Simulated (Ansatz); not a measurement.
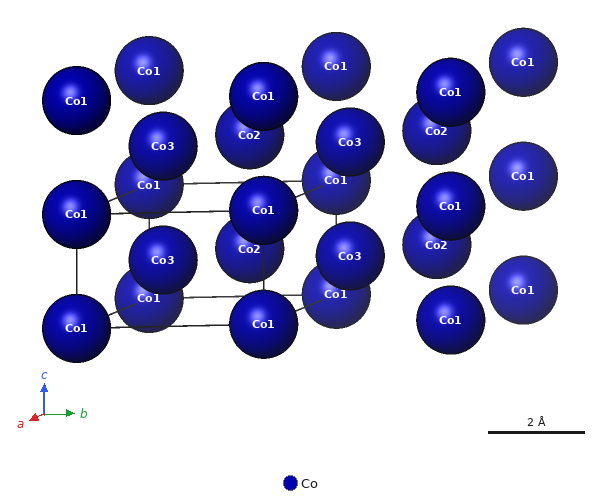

Figure 1. The structure of run A (spheres-only view of the cell of the calculation, repeated 1 × 2 × 2, seen slightly off an axis; atoms are numbered from 1 in the order of the input).

## Two runs on Co

System: Co (3 atoms in the cell).
Method of run A: DFT, BLYP, plane waves (420 eV) with PAW, scalar-relativistic, spin-polarised (Ansatz 0.2.0).

The structure was built on a prototype by a generator; it need not be a known phase. Text and figures count atoms from 1; the logs count them from 0 in places.

Input, run A:
```yaml
crystal:
  lattice:
    - [3.9701439143, 0.0, 0.0]
    - [-1.9850719572, 3.4382454865, 0.0]
    - [0.0, 0.0, 2.4336982195]
  atoms:
    - { symbol: Co, position: [0.0, 0.0, 0.0], spin: 1.7 }
    - { symbol: Co, position: [0.3333333333, 0.6666666667, 0.5], spin: 1.7 }
    - { symbol: Co, position: [0.6666666667, 0.3333333333, 0.5], spin: 1.7 }
hamiltonian:
  xc: blyp
  pseudopotentials:
    kind: paw
    azcp:
      Co: "pseudopotentials/Co.paw.azcp"
basis:
  ecutwfc: 420
  fft_grid_basis: typed
kpoints:
  mp_grid: { grid: [9, 9, 13], shift: [0, 0, 0] }
magnetization:
  spin_polarized: true
scf:
  occupations: { method: fermi_dirac, width: 0.05 }
relax:
  max_steps: 60
  f_tol: 0.01
  cell: {}
```

Hardware: 2 threads of an Arm (aarch64) CPU, shared host.

Output, shortened to warnings, some set-up lines, iterations and results (run A):
```
Basis set: ecut = 420 eV, 669 PW (Γ), exchange–correlation on 54×54×36 points (8 copies of the dense FFT grid, shifted against one another)
Symmetry: 24 space group operations
k-points: 84 of 1053
Initial density: superposition of atomic densities (chi_scale 0.1, normalization cell)
[...]
SCF iter   1: F=—  HF=-15400.389263 eV  |F-HF|=—  |Δ(HF+E_count)|=         —  Δρ=8.61e-2 (↑1.62e-2 ↓8.61e-2)  dr2=1.85e0  dr2_m=4.18e-1  M=4.962 μB ∫|m|=5.134 μB  β_m=0.30  …
SCF iter   2: F=—  HF=-15400.165010 eV  |F-HF|=—  |Δ(HF+E_count)|=   2.24e-1  Δρ=3.99e-2 (↑2.68e-2 ↓3.99e-2)  dr2=7.92e-2  dr2_m=3.26e-1  M=5.011 μB ∫|m|=5.237 μB  β_m=0.39  …
SCF iter   3: F=—  HF=-15401.456959 eV  |F-HF|=—  |Δ(HF+E_count)|=         —  Δρ=2.77e-2 (↑2.77e-2 ↓1.93e-2)  dr2=2.38e-2  dr2_m=1.61e-1  M=5.037 μB ∫|m|=5.350 μB  β_m=0.39  …
SCF iter   4: F=—  HF=-15402.013695 eV  |F-HF|=—  |Δ(HF+E_count)|=   5.57e-1  Δρ=1.88e-2 (↑1.88e-2 ↓9.77e-3)  dr2=2.48e-2  dr2_m=5.91e-2  M=5.006 μB ∫|m|=5.351 μB  β_m=0.70  …
SCF iter   5: F=—  HF=-15402.558944 eV  |F-HF|=—  |Δ(HF+E_count)|=   5.45e-1  Δρ=2.29e-2 (↑1.02e-2 ↓2.29e-2)  dr2=2.76e-1  dr2_m=1.34e-2  M=4.945 μB ∫|m|=5.338 μB  β_m=0.52  …
[... 73 lines ...]
SCF iter   6: F=—  HF=-15402.592761 eV  |F-HF|=—  |Δ(HF+E_count)|=  1.46e-11  Δρ=3.90e-8 (↑3.90e-8 ↓3.41e-8)  dr2=1.20e-12  dr2_m=9.20e-14  M=4.988 μB ∫|m|=5.420 μB  β_m=0.58 …
SCF iter   7: F=—  HF=-15402.592761 eV  |F-HF|=—  |Δ(HF+E_count)|=  1.09e-11  Δρ=2.68e-7 (↑7.90e-8 ↓2.68e-7)  dr2=3.23e-11  dr2_m=3.74e-12  M=4.988 μB ∫|m|=5.420 μB  β_m=0.79 …
SCF iter   8: F=-15402.592761 eV  HF=-15402.592761 eV  |F-HF|=3.64e-12  |Δ(HF+E_count)|=    0.00e0  Δρ=8.07e-8 (↑2.57e-8 ↓8.07e-8)  dr2=2.62e-12  dr2_m=3.74e-13  M=4.988 μB …
SCF 7 converged in 8 iterations: F = -15402.592761 eV  dr2 = 2.62e-12
relax step   7: F+E_penalty+E_count = -15402.59276091 eV  Δ(F+E_penalty+E_count) = -4.531e-5 eV  max|allowed force component| = 4.009e-17 eV/Å  Δτ_max = 0.0000 Å  P = +0.009 …
basis re-selected at this cell: Δ(F+E_penalty+E_count) = -4.531e-5 eV, ΔP = +0.002 GPa vs the last step (what re-selecting the basis moved, of the pressure what is left beyond the Pulay correction that the steps carried, after the strain that the cell walked since its last selection, with what the …
SCF converged after 8 iterations
Magnetization: 4.9884 μB (27.9942 up, 23.0058 down)
Absolute magnetization: 5.4215 μB (∫|ρ↑−ρ↓|, with the PAW one-centre terms)
Spin contamination: 0.0811 ħ² per cell (⟨S²⟩ above its minimum at these occupations)
Per-site moments (μB) at R_I (Å): [(1.6902340595033813, 1.022879143601029), (1.745705974782082, 0.9570882646025333), (1.7457059747820831, 0.9570882646025333)]
Free energy (F): -15402.592761 eV
Harris-Foulkes:  -15402.592761 eV  (|F-HF|=3.64e-12)
Internal energy: -15402.577488 eV  (E = F + TS)
E sigma→0 (E₀):  -15402.585124 eV
Entropy (-TS):   -0.015273 eV (-5.091 meV/atom)
Fermi energy:    17.831598 eV
--- Per-component energies (eV) ---
  E_band       = -771.647864
  E_kinetic    = 1358.919191
  E_local      = -8810.421370  (includes V_loc(G=0)·N_el)
  E_nonlocal   = 1363.428298
  E_hartree    = 3695.881254
  E_xc         = -470.700163
  E_vxc        = -605.271978  (∫ρ·V_xc dr)
  E_paw        = -4580.288764  (= ΣΔE_a)
  E_vpaw       = -1470.064797  (= ΣTr[D̂ρ^β])
  E_aug_tail   = 0.000154  (compensation charges beyond the density's cutoff)
  E_ewald      = -7959.417357
  E_core_change = 0.021271  (= ΣΔE_core)
  E_smearing   = -0.015273  (= −TS)
  E_closure    = 0.000000  (closes the sum)
  Σ components = -15402.592761   (vs F -15402.592761, Δ=0.00e0)
--- Forces (eV/Å), atoms counted from 1 ---
  atom   1  Co     0.00000000    -0.00000000     0.00000000
  atom   2  Co    -0.00000000     0.00000000    -0.00000000
  atom   3  Co     0.00000000    -0.00000000     0.00000000
  max |Σ_I F_I| component: 9.25e-18 eV/Å
--- Stress (GPa, compression-positive) ---
        0.007558      -0.000000      -0.000000
       -0.000000       0.007558      -0.000000
       -0.000000      -0.000000       0.010978
  P = ⅓ Tr σ = 0.0087 GPa (0.087 kbar)
--- Relaxed structure (5 steps of the walk, 5 accepted, 2 SCFs on fresh bases) ---
  F+E_penalty+E_count = -15402.59276091 eV   max|allowed force component| = 4.009e-17 eV/Å   (the final SCF, on the basis selected at the relaxed cell)
[...]
```

For run B the input was changed thus:
```diff
-    - { symbol: Co, position: [0.0, 0.0, 0.0], spin: 1.7 }
-    - { symbol: Co, position: [0.3333333333, 0.6666666667, 0.5], spin: 1.7 }
-    - { symbol: Co, position: [0.6666666667, 0.3333333333, 0.5], spin: 1.7 }
+    - { symbol: Co, position: [0.0, 0.0, 0.0] }
+    - { symbol: Co, position: [0.3333333333, 0.6666666667, 0.5] }
+    - { symbol: Co, position: [0.6666666667, 0.3333333333, 0.5] }
-  spin_polarized: true
+  spin_polarized: false
-  occupations: { method: fermi_dirac, width: 0.05 }
+  occupations: { method: fermi_dirac, width: 0.1 }
```

Predict how the results change.

With the same functional and potentials, run B lies 294.1 meV per atom higher (other lines of the input change too). The volume per atom goes from 11.56 to 11.06 Å³. The SCF takes 28 iterations over all geometry steps against 69. The two runs start from different initial densities, which also moves the count.

Output, shortened to warnings, some set-up lines, iterations and results (run B):
```
Basis set: ecut = 420 eV, 669 PW (Γ), exchange–correlation on 54×54×36 points (8 copies of the dense FFT grid, shifted against one another)
Symmetry: 24 space group operations
k-points: 84 of 1053
Initial density: superposition of atomic densities (neutral atoms: chi_scale 0, normalization atom), corrected by the library's trained network
[...]
SCF iter   1: F=—  HF=-15401.902166 eV  |F-HF|=—  |Δ(HF+E_count)|=         —  Δρ=3.78e-2  dr2=3.22e-1  ethr=1.77e-3  ⟨swp⟩=4.5  Hψ=8276  notcnv=0
SCF iter   2: F=—  HF=-15401.871784 eV  |F-HF|=—  |Δ(HF+E_count)|=   3.04e-2  Δρ=2.34e-2  dr2=1.55e-1  ethr=6.31e-4  ⟨swp⟩=2.0  Hψ=3524  notcnv=0
SCF iter   3: F=—  HF=-15401.858696 eV  |F-HF|=—  |Δ(HF+E_count)|=   1.31e-2  Δρ=4.96e-3  dr2=6.64e-3  ethr=3.05e-4  ⟨swp⟩=1.0  Hψ=2607  notcnv=0
SCF iter   4: F=—  HF=-15401.859203 eV  |F-HF|=—  |Δ(HF+E_count)|=   5.08e-4  Δρ=3.55e-3  dr2=1.29e-3  ethr=1.30e-5  ⟨swp⟩=1.9  Hψ=3271  notcnv=0
SCF iter   5: F=—  HF=-15401.858886 eV  |F-HF|=—  |Δ(HF+E_count)|=   3.17e-4  Δρ=5.93e-4  dr2=5.27e-5  ethr=2.54e-6  ⟨swp⟩=1.0  Hψ=2608  notcnv=0
[... 26 lines ...]
SCF iter   6: F=-15401.859092 eV  HF=-15401.859092 eV  |F-HF|=3.64e-12  |Δ(HF+E_count)|=  1.82e-12  Δρ=7.04e-8  dr2=7.26e-13  ethr=1.00e-12  ⟨swp⟩=1.0  Hψ=2604  notcnv=0
SCF iter   7: F=-15401.859092 eV  HF=-15401.859092 eV  |F-HF|=3.64e-12  |Δ(HF+E_count)|=  3.64e-12  Δρ=7.30e-9  dr2=6.24e-15  ethr=1.00e-12  ⟨swp⟩=1.0  Hψ=2604  notcnv=0
SCF iter   8: F=-15401.859092 eV  HF=-15401.859092 eV  |F-HF|=1.82e-12  |Δ(HF+E_count)|=    0.00e0  Δρ=3.39e-9  dr2=1.69e-15  ethr=1.00e-12  ⟨swp⟩=3.0  Hψ=8417  notcnv=0
SCF 4 converged in 8 iterations: F = -15401.859092 eV  dr2 = 1.69e-15
relax step   4: F+E_penalty+E_count = -15401.85909221 eV  Δ(F+E_penalty+E_count) = +5.489e-5 eV  max|allowed force component| = 1.388e-17 eV/Å  Δτ_max = 0.0000 Å  P = -0.005 …
basis re-selected at this cell: Δ(F+E_penalty+E_count) = +5.489e-5 eV, ΔP = -0.004 GPa vs the last step (what re-selecting the basis moved, of the pressure what is left beyond the Pulay correction that the steps carried, after the strain that the cell walked since its last selection, with what the …
SCF converged after 8 iterations
Free energy (F): -15401.859092 eV
Harris-Foulkes:  -15401.859092 eV  (|F-HF|=1.82e-12)
Internal energy: -15401.546379 eV  (E = F + TS)
E sigma→0 (E₀):  -15401.702736 eV
Entropy (-TS):   -0.312713 eV (-104.238 meV/atom)
Fermi energy:    18.606314 eV
--- Per-component energies (eV) ---
  E_band       = -725.050856
  E_kinetic    = 1363.965107
  E_local      = -8620.505030  (includes V_loc(G=0)·N_el)
  E_nonlocal   = 1361.115468
  E_hartree    = 3623.152081
  E_xc         = -472.058455
  E_vxc        = -607.123572  (∫ρ·V_xc dr)
  E_paw        = -4578.701572  (= ΣΔE_a)
  E_vpaw       = -1468.807143  (= ΣTr[D̂ρ^β])
  E_aug_tail   = 0.000154  (compensation charges beyond the density's cutoff)
  E_ewald      = -8078.535402
  E_core_change = 0.021271  (= ΣΔE_core)
  E_smearing   = -0.312713  (= −TS)
  E_closure    = -0.000000  (closes the sum)
  Σ components = -15401.859092   (vs F -15401.859092, Δ=0.00e0)
--- Forces (eV/Å), atoms counted from 1 ---
  atom   1  Co     0.00000000     0.00000000     0.00000000
  atom   2  Co     0.00000000     0.00000000    -0.00000000
  atom   3  Co    -0.00000000    -0.00000000     0.00000000
  max |Σ_I F_I| component: 4.63e-18 eV/Å
--- Stress (GPa, compression-positive) ---
       -0.006106       0.000000      -0.000000
       -0.000000      -0.006106       0.000000
       -0.000000       0.000000      -0.001609
  P = ⅓ Tr σ = -0.0046 GPa (-0.046 kbar)
--- Relaxed structure (3 steps of the walk, 3 accepted, 1 SCFs on fresh bases) ---
  F+E_penalty+E_count = -15401.85909221 eV   max|allowed force component| = 1.388e-17 eV/Å   (the final SCF, on the basis selected at the relaxed cell)
  cell:  # Å, volume = 33.1757 Å³
    - [3.96519809753374, 2.8831521715220564e-11, 0.0]
    - [-1.982599048791839, 3.433962283487529, 0.0]
    - [0.0, 0.0, 2.436460060552526]
  atoms:
    - { symbol: Co, position: [3.1957057718359484e-35, 6.22387833783375e-36, 0.0] }
    - { symbol: Co, position: [0.33333333333333337, 0.6666666666666667, 0.5000000000000001] }
[...]
```

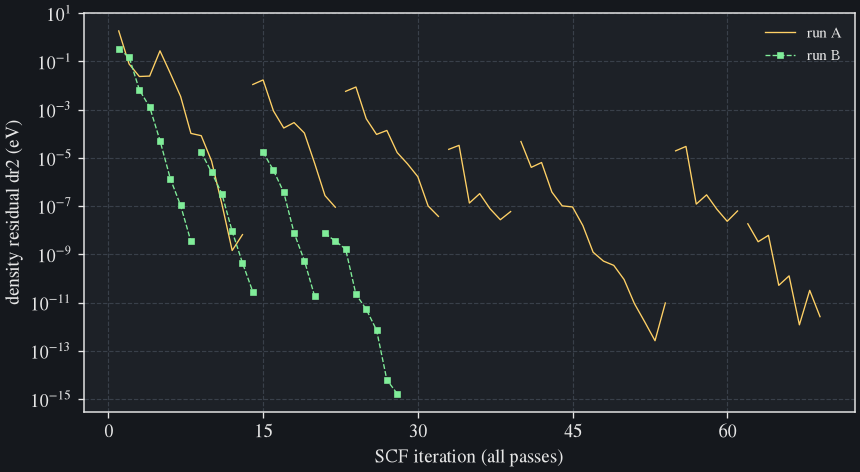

Figure 2. Convergence of the two runs: density residual dr2 against the SCF iteration. A break in a curve parts two SCF passes. Run A takes 69 iterations in all, and run B takes 28.

The two runs side by side:

| quantity | run A | run B |
| --- | --- | --- |
| outcome | converged | converged |
| free energy per atom (eV) | −5134.1976 | −5133.9530 |
| energy per atom, smearing taken to zero (eV) | −5134.1950 | −5133.9009 |
| net moment of the cell (μB) | 4.99 | – |
| absolute moment of the cell (μB) | 5.42 | – |
| pressure (GPa) | 0.01 | 0.00 |
| volume per atom (Å³) | 11.56 | 11.06 |
| largest force (eV/Å) | 0.000 | 0.000 |
| SCF iterations | 69 | 28 |
| irreducible k-points | 84 | 84 |
| wall time (shared host) | 59 s | 6.8 s |

For run B: The run has no spin polarisation, so a magnetic state may lie lower.
